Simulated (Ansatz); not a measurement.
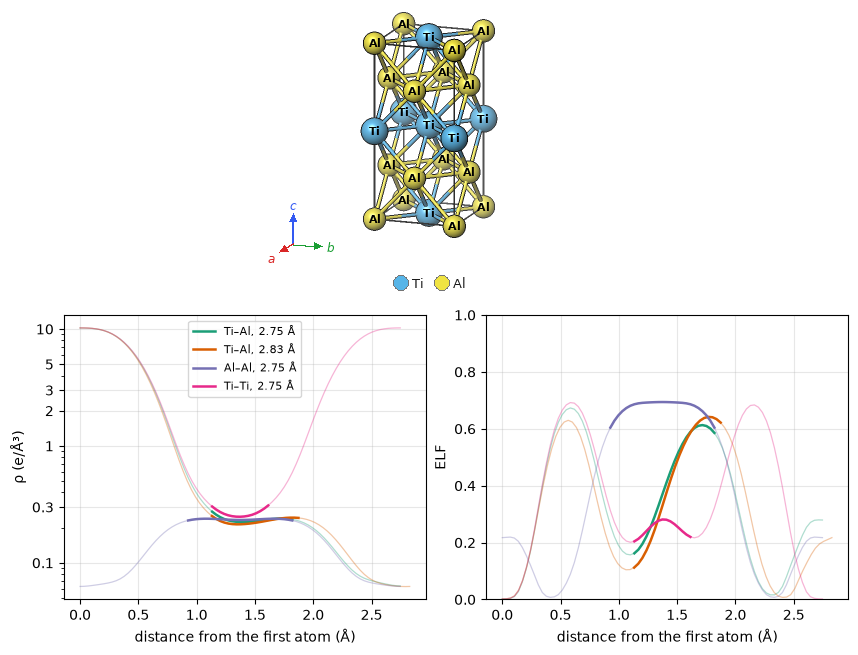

*Ti3Al5. Valence charge density (pseudo) and electron localisation function along straight lines between neighbouring atoms. Thin, pale parts lie inside the atomic spheres. The structure is drawn too.*

Space group P4/mmm; a structure from a database of computed crystals, not necessarily the ambient phase; computed without spin polarisation.

Method: Ansatz, DFT PBEsol, scalar-relativistic, plane waves, PAW.

The density is the valence pseudo-density of a PAW calculation; it isn't the true density close to the nuclei.

The calculation's input:

```
crystal:
  lattice:
    - [3.89538318, 0.0, 0.0]
    - [0.0, 3.89538318, 0.0]
    - [0.0, 0.0, 8.32602421]
  atoms:
    - { symbol: Ti, position: [0.0, 0.0, 0.5] }
    - { symbol: Ti, position: [0.5, 0.5, 0.0] }
    - { symbol: Ti, position: [0.5, 0.5, 0.5] }
    - { symbol: Al, position: [0.0, 0.5, 0.25048797] }
    - { symbol: Al, position: [0.0, 0.5, 0.74951203] }
    - { symbol: Al, position: [0.5, 0.0, 0.25048797] }
    - { symbol: Al, position: [0.5, 0.0, 0.74951203] }
    - { symbol: Al, position: [0.0, 0.0, 0.0] }
basis:
  ecutwfc: 420
kpoints:
  mp_grid: { grid: [10, 10, 4] }
hamiltonian:
  xc: pbesol
scf:
  occupations: { method: gaussian, width: 0.1 }
output:
  forces: true
  stress: true
  eigenvalues: true
  write_density: true
  write_potential: true
  elf: true
  volumetric_format: npy
relax:
  adjacent_minimum: "off"
  f_tol: 0.005
  max_steps: 80
  cell: { stress_tol: 0.05 }
```

Command:

```sh
ansatz run input.yaml --threads 2 --pin off --max-ram 5120MiB --backend cpu --events-out ev --progress --plain --runs-dir out
```

Below, planes, directions and counts refer to the conventional cell (a = 3.88 Å, b = 3.88 Å, c = 8.30 Å, α = 90.00°, β = 90.00°, γ = 90.00°).

The fields are those of the run's last geometry, not of the input's.

> What can be read from the curves?

Ti–Al (2.75 Å): ρ is about 0.22 e/Å³ halfway; the ELF is about 0.35 at the midpoint.
Ti–Al (2.83 Å): ρ at the midpoint is about 0.21 e/Å³; the ELF is about 0.40 at the midpoint.
Al–Al (2.75 Å): ρ at the midpoint is about 0.23 e/Å³; the ELF peaks at about 0.70 between the atoms.
Ti–Ti (2.75 Å): ρ at the midpoint is about 0.25 e/Å³; the ELF is about 0.30 at the midpoint: no shared electron pair shows on this line.
